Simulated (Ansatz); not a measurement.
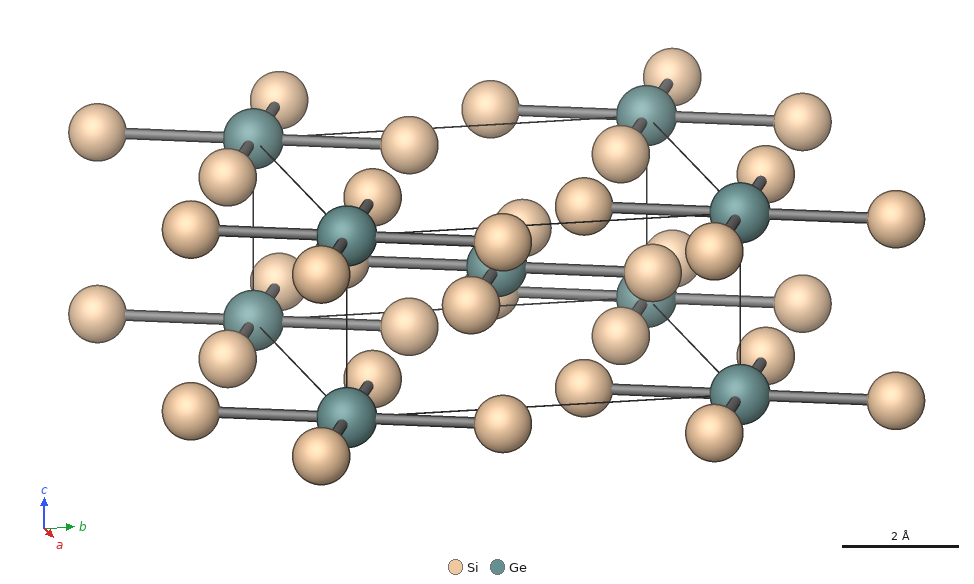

A ball-and-stick rendering, viewed slightly off an axis. Lines trace the edges of the conventional unit cell. Finite groups of bonded atoms are drawn whole. Cell: a = 7.01 Å, b = 7.01 Å, c = 3.25 Å, α = 90.00°, β = 90.00°, γ = 90.00°.

The initial geometry was a structure type filled with these elements by a generator (whether the compound takes this form wasn't checked). Earlier steps of the study may have refined or changed the cell and positions. It was run through Ansatz as a DFT input.

Question: Caption:

Answer: Its composition is Si₄Ge. The lattice is body-centred tetragonal and the space group I4/m (No. 87). Cell content 8 Si, 2 Ge; Z = 2. The neighbours of Ge are four Si in a square planar arrangement at about 2.7 Å. The bonds build separate Si4Ge groups.

Theory: Ansatz, DFT PBE, scalar-relativistic, plane waves, PAW. Numerical settings: plane waves up to 420 eV, k-points about 0.18 Å⁻¹ apart, Gaussian smearing of 0.1 eV, no spin polarisation.

Question: What is the band gap, if any?

Answer: A metal: bands cross the Fermi level.

Question: How are the electrons shared out in a Bader analysis?

Answer: Si -0.03 e; Ge +0.14 e.

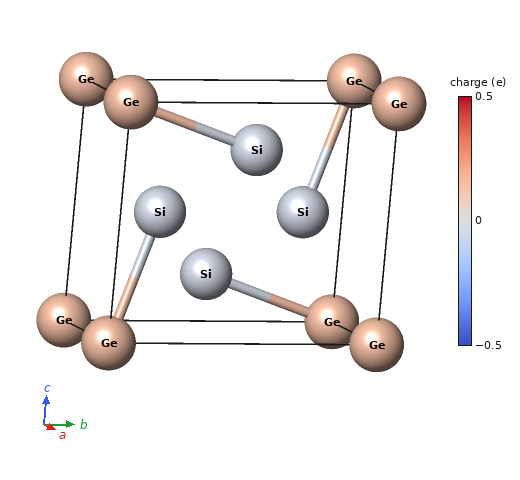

The atoms coloured by those charges. The run's cell of 5 atoms is drawn in a reduced setting, so axes and origin can differ from the first picture.

Question: Does the calculation find this structure at rest?

Answer: Yes. All forces vanish to within 0.01 eV/Å. The pressure is 0.0 GPa, close to zero.
